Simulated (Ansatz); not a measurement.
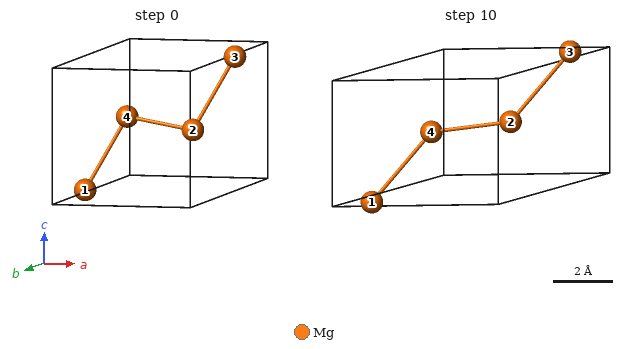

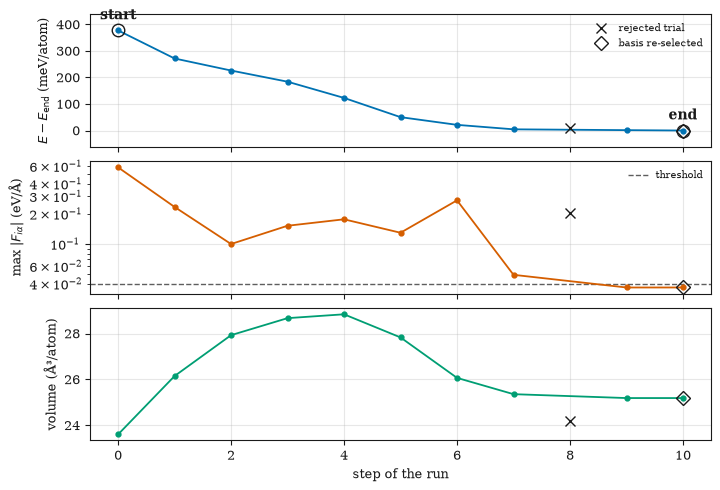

First and last geometry of a relaxation of a crystal of Mg (built on the alpha-gallium_64 type) (coarse preliminary run), with the history of the run. Style: ball-and-stick. Shown: the cell of the calculation, from a free direction.

Case: alpha-gallium type (Cmce, No. 64).

Level of theory: DFT r2SCAN, scalar-relativistic, plane waves, PAW in Ansatz.

The input:
```yaml
crystal:
  lattice:
    - [2.4047418809, -4.0755915337, 0.0]
    - [2.4047418809, 4.0755915337, 0.0]
    - [0.0, 0.0, 4.8158811952]
  atoms:
    - { symbol: Mg, position: [0.1525, 0.8475, 0.0785] }
    - { symbol: Mg, position: [0.6525, 0.3475, 0.4215] }
    - { symbol: Mg, position: [0.8475, 0.1525, 0.9215] }
    - { symbol: Mg, position: [0.3475, 0.6525, 0.5785] }
basis:
  ecutwfc: 500
kpoints:
  mp_grid: { grid: [4, 4, 4] }
hamiltonian:
  xc: r2scan
scf:
  occupations: { method: gaussian, width: 0.1 }
  lower_state_search: "off"
output:
  forces: true
  stress: true
  eigenvalues: true
relax:
  adjacent_minimum: "off"
  f_tol: 0.04
  max_steps: 70
  cell: { stress_tol: 0.4 }
```

Did the run converge, and what did it change?

It converged. Over 8 accepted moves (10 points after the start) the energy falls by 378 meV per atom. Largest force component: 0.58 eV/Å at the start, 0.037 eV/Å at the end. The pressure goes from 7.46 to 0.06 GPa. The line search rejected the trial step at point 8 of the run. The SCF was repeated once at an unchanged geometry on a basis and grid sized afresh for the cell, which shifted the energy by 1.4 meV per atom at most. The largest moves relative to the cell, 0.37 Å, are those of Mg1, Mg2, Mg3 and Mg4. Mg2 goes roughly along [0 1 3]. The volume changes by +6.7 %, with a = b 4.732 → 5.672 Å (+19.9 %), c 4.816 → 4.444 Å (−7.7 %), γ 118.9° → 135.2°. Near-neighbour distances that change, for instance: Mg1–Mg2 3.974 → 3.088 Å, Mg1–Mg3 2.599 → 2.993 Å, Mg1–Mg4 2.885 → 3.163 Å, Mg1–Mg2 (another image) 2.917 → 3.112 Å. The space group stays Cmce (No. 64).

| step | E − E(0), meV/atom | largest force component, eV/Å | pressure, GPa | volume, Å³/atom | note |
| --- | --- | --- | --- | --- | --- |
| 0 | 0.00 | 0.5838 | 7.46 | 23.600 |  |
| 1 | -105.95 | 0.2346 | 3.25 | 26.145 |  |
| 2 | -151.42 | 0.0999 | 0.90 | 27.928 |  |
| 3 | -193.55 | 0.1521 | -0.38 | 28.670 |  |
| 4 | -254.73 | 0.1765 | -1.24 | 28.838 |  |
| 5 | -327.25 | 0.1296 | -1.54 | 27.830 |  |
| 6 | -356.32 | 0.2731 | -0.16 | 26.066 |  |
| 7 | -373.16 | 0.0492 | -0.20 | 25.356 |  |
| 8 | -367.12 | 0.2054 | 1.21 | 24.186 | rejected |
| 9 | -376.29 | 0.0367 | -0.01 | 25.187 |  |
| 10 | -377.68 | 0.0368 | 0.06 | 25.187 | same geometry, new basis |
